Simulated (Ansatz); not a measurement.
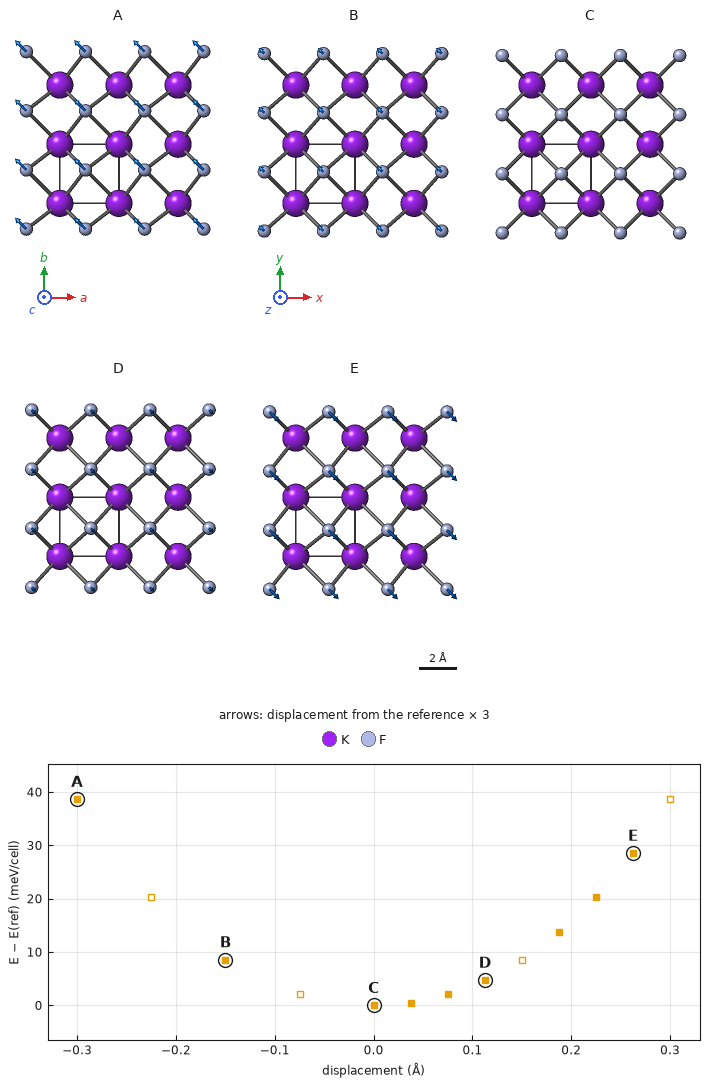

Solid KF (Pm-3m): the whole F sublattice is shifted rigidly, along Cartesian [1 -1 0], all else fixed. The lettered frames are marked on the plot. Hollow markers are points alike by symmetry, not computed again. Style: ball-and-stick. Shown: the cell of the calculation, repeated 2 × 2 × 2 with one cell outlined, along the c axis. Blue arrows: displacements from the reference.

Level of theory: Ansatz, DFT PBE, scalar-relativistic, plane waves, PAW. Settings: plane-wave cutoff 420 eV; k-point mesh 8 × 8 × 8; occupations gaussian; smearing width 0.05 eV; no spin polarisation. Energies (free energies at the smearing named) are counted from the cell as listed in its source, which wasn't relaxed.

Q: What does the scan show?

A: The lowest computed point lies at the displacement 0.00 Å (0.0 meV/cell). At the ends of the scan the energy is 38.7 meV/cell (−0.30 Å) and 38.7 meV/cell (0.30 Å). The curvature at zero is about 0.74 eV/Å² per cell. The well is symmetric. At the highest point the shortest interatomic distance is 2.58 Å, against 2.82 Å in the reference. The distortion takes the space group from Pm-3m to Amm2.
